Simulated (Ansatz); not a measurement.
# A series of single points on Ir

System: Ir (Im-3m, 1 atom in the cell).
Method: DFT, LDA (PW92), plane waves (420 eV) with PAW, scalar-relativistic, no spin polarisation (Ansatz 0.2.0).

The 7 runs differ only in the geometry, by an even scaling of the cell at fixed fractional positions.

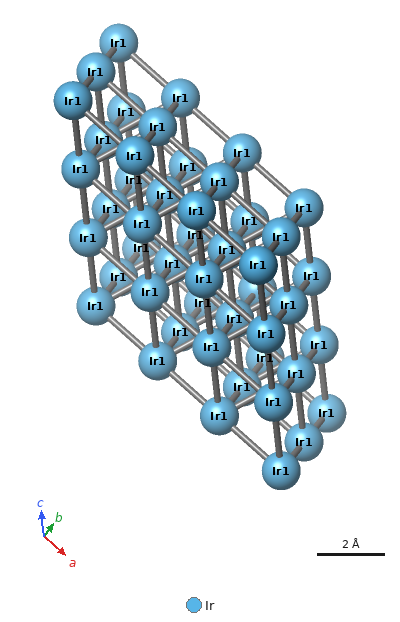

Figure 1. The structure of run 4 (ball-and-stick view of the cell of the calculation, repeated 3 × 2 × 3, seen slightly off an axis; atoms are numbered from 1 in the order of the input).

### Input of run 4
```yaml
crystal:
  lattice:
    - [-1.5303739817, 1.5303739817, 1.5303739817]
    - [1.5303739817, -1.5303739817, 1.5303739817]
    - [1.5303739817, 1.5303739817, -1.5303739817]
  atoms:
    - { symbol: Ir, position: [0.0, 0.0, 0.0] }
hamiltonian:
  xc: lda
  pseudopotentials:
    kind: paw
    azcp:
      Ir: "pseudopotentials/Ir.paw.azcp"
basis:
  ecutwfc: 420
  fft_grid_basis: typed
kpoints:
  mp_grid: { grid: [16, 16, 16], shift: [0, 0, 0] }
magnetization:
  spin_polarized: false
scf:
  occupations: { method: fermi_dirac, width: 0.1 }
  lower_state_search: "off"
output:
  stress: true
```

Run 6 differs from it as follows:
```diff
-    - [-1.5303739817, 1.5303739817, 1.5303739817]
-    - [1.5303739817, -1.5303739817, 1.5303739817]
-    - [1.5303739817, 1.5303739817, -1.5303739817]
+    - [-1.5701416188, 1.5701416188, 1.5701416188]
+    - [1.5701416188, -1.5701416188, 1.5701416188]
+    - [1.5701416188, 1.5701416188, -1.5701416188]
```

### Results, with one run withheld

```tsv
run	volume per atom (Å³)	free energy per atom, from the lowest run given (meV)	pressure (GPa)
1	12.616	298.96	62.96
2	13.190	122.08	36.90
3	13.763	28.27	16.33
4	14.337	0.00	0.11
5	14.910	23.37	−12.66
6	15.484	?	?
7	16.057	183.01	−30.47
```

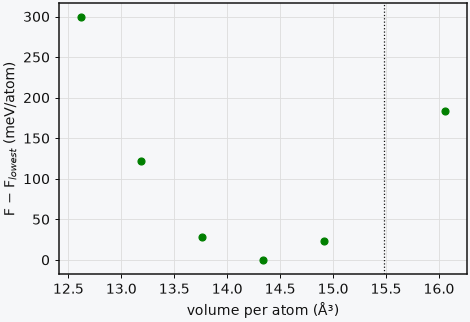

Figure 2. Free energy per atom of the runs given; the dotted line marks run 6.

Estimate the energy of run 6 from the others.

A cubic polynomial in V^(−2/3) (the Birch–Murnaghan form), fitted to the 6 runs given, misses them by at most 0.11 meV per atom. With x = V^(−2/3) − 0.17157 Å⁻², it reads F = 5.9661 + 5482.7 x + 1.2776e+06 x² + 3.5042e+06 x³ (meV per atom). At run 6 it gives 87.23 meV per atom, and the run itself gives 87.32. The slope of the fit gives a pressure −dF/dV of −22.68 GPa there, and the run prints −22.67 GPa. The fit has its minimum at 14.342 Å³ per atom, where V d²F/dV² gives 358 GPa: the bulk modulus at this level, since symmetry fixes the shape and the positions.

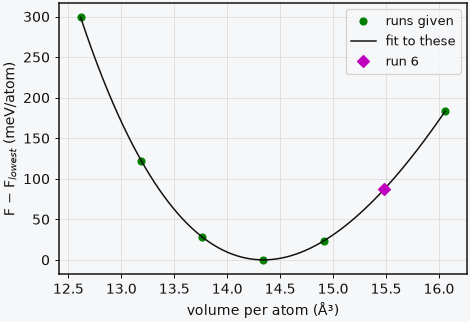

Figure 3. The fit and the withheld run.

### Output, shortened to warnings, some set-up lines, iterations and results (run 6)
```
Warning: [file] the record states the generating functional pbe (its physics header spells it `PBE`), which answers neither for hamiltonian.xc's functional nor for the lda family's — results may be inconsistent (PPs are generated against a specific XC)
Basis set: ecut = 420 eV, 321 PW (Γ)
Symmetry: 48 space group operations
k-points: 145 of 4096
Initial density: superposition of atomic densities (neutral atoms: chi_scale 0, normalization atom), corrected by the library's trained network
[...]
SCF iter   1: F=—  HF=-11662.649130 eV  |F-HF|=—  |Δ(HF+E_count)|=         —  Δρ=7.10e-3  dr2=1.59e-3  ethr=1.77e-3  ⟨swp⟩=5.0  Hψ=9698  notcnv=0
SCF iter   2: F=—  HF=-11662.649079 eV  |F-HF|=—  |Δ(HF+E_count)|=   5.15e-5  Δρ=3.40e-3  dr2=3.20e-4  ethr=9.37e-6  ⟨swp⟩=1.7  Hψ=3383  notcnv=0
SCF iter   3: F=—  HF=-11662.649146 eV  |F-HF|=—  |Δ(HF+E_count)|=   6.71e-5  Δρ=6.51e-4  dr2=5.07e-5  ethr=1.88e-6  ⟨swp⟩=2.0  Hψ=2530  notcnv=0
SCF iter   4: F=—  HF=-11662.649131 eV  |F-HF|=—  |Δ(HF+E_count)|=   1.47e-5  Δρ=1.19e-4  dr2=6.04e-7  ethr=2.98e-7  ⟨swp⟩=2.2  Hψ=2706  notcnv=0
SCF iter   5: F=-11662.649131 eV  HF=-11662.649131 eV  |F-HF|=1.61e-8  |Δ(HF+E_count)|=   6.60e-8  Δρ=2.00e-5  dr2=2.78e-8  ethr=3.55e-9  ⟨swp⟩=2.0  Hψ=2569  notcnv=0
SCF iter   6: F=-11662.649131 eV  HF=-11662.649131 eV  |F-HF|=1.72e-9  |Δ(HF+E_count)|=   8.68e-9  Δρ=5.50e-6  dr2=2.71e-9  ethr=1.64e-10  ⟨swp⟩=1.9  Hψ=5623  notcnv=0
SCF 1 converged in 6 iterations: F = -11662.649131 eV  dr2 = 2.71e-9
SCF converged after 6 iterations
Free energy (F): -11662.649131 eV
Harris-Foulkes:  -11662.649131 eV  (|F-HF|=1.72e-9)
Internal energy: -11662.568764 eV  (E = F + TS)
E sigma→0 (E₀):  -11662.608948 eV
Entropy (-TS):   -0.080367 eV (-80.367 meV/atom)
Fermi energy:    22.454042 eV
--- Per-component energies (eV) ---
  E_band       = -126.985394
  E_kinetic    = 621.642460
  E_local      = -1177.868959  (includes V_loc(G=0)·N_el)
  E_nonlocal   = 80.311090
  E_hartree    = 442.687282
  E_xc         = -265.076105
  E_vxc        = -298.127938  (∫ρ·V_xc dr)
  E_paw        = -8953.323463  (= ΣΔE_a)
  E_vpaw       = -238.318172  (= ΣTr[D̂ρ^β])
  E_aug_tail   = 0.000050  (compensation charges beyond the density's cutoff)
  E_ewald      = -2411.352721
  E_core_change = 0.411602  (= ΣΔE_core)
  E_smearing   = -0.080367  (= −TS)
  E_closure    = 0.000000  (closes the sum)
  Σ components = -11662.649131   (vs F -11662.649131, Δ=0.00e0)
--- Stress (GPa, compression-positive) ---
      -22.667012      -0.000000       0.000000
        0.000000     -22.667012      -0.000000
       -0.000000       0.000000     -22.667012
  P = ⅓ Tr σ = -22.6670 GPa (-226.670 kbar)
```

The program warns: the PAW datasets were made with another functional. Spin–orbit coupling is left out, which matters for Ir.
